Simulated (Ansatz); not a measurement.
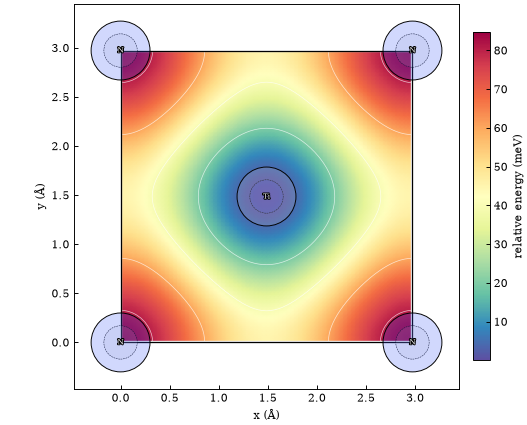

H on a TiN(100) slab cut from the Fm-3m phase, its upper half relaxed before the scan (24 atoms of substrate and one adsorbate in a 2 × 2 cell). 
- H is moved over the surface cell at a fixed height above a rigid substrate; the origin of the map has the adsorbate above N21; the height is held at 3.40 Å.
- Places are given modulo a cell vector. The map is drawn in real space over the plane of the surface.
- Grid: 6 × 6 points; 10 points were computed and 26 follow by symmetry.
- Places are given in fractions of the 1 × 1 surface cell.
- All energies are given in meV relative to the lowest grid point.
- The runs have no spin polarisation, so an open-shell adsorbate far from the surface lies too high. At a fixed height the lowest place need not be the adsorption site.
- The calculation used DFT PBE+D3(BJ), scalar-relativistic, plane waves, PAW (Ansatz 0.2.0). Settings: cutoff 420 eV, k-mesh 5×5×1, gaussian smearing 0.1 eV, no spin polarisation.

The picture shows a smooth colour map with a few white contour lines, labelled circles for the atoms of the top layer and small ones for the second layer, the outline of one cell of the plane. Between grid points the surface is interpolated.

The lowest grid point is at the top site over a surface Ti atom, (3/6, 3/6) of the cell vectors. No other kind of well shows on this grid. The highest grid point, the top site over a surface N atom, (0/6, 0/6) of the cell vectors, lies 85 meV above the lowest. On the interpolated surface the easiest way out of the lowest well to its copy in the next cell or period passes a barrier of about 45 meV. At the lowest point the adsorbate has 1 Ti at 3.61 Å as nearest neighbours, at the highest 1 N at 3.40 Å.

The scan is repeated with another setting: the height is held at 3.10 Å; all else is set up alike.

Question: What will the new map look like?

Answer: The lowest place stays at the top site over a surface Ti atom, (3/6, 3/6) of the cell vectors. The span from the lowest to the highest grid point grows from 85 to 158 meV. The easiest pass out of the lowest well goes from about 45 to about 85 meV on the interpolated surfaces. In the new map: at the lowest point the adsorbate has 1 Ti at 3.31 Å as nearest neighbours, at the highest 1 N at 3.10 Å.

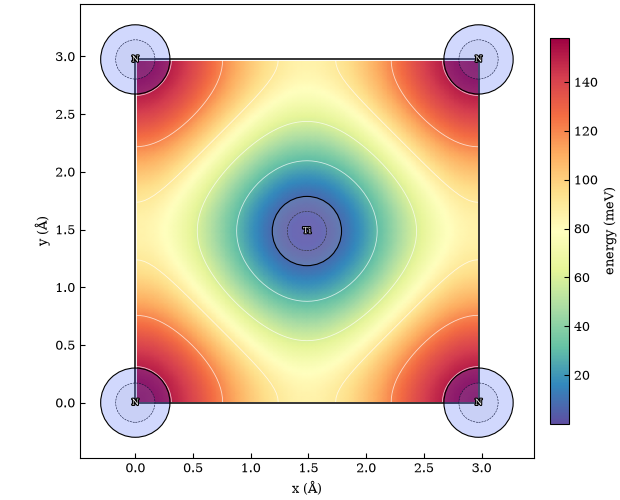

The map after the change, on a colour scale of its own. The picture shows a smooth colour map with a few white contour lines, labelled circles for the atoms of the top layer and small ones for the second layer, the outline of one cell of the plane. Between grid points the surface is interpolated.

PAW datasets: the set soft_1.
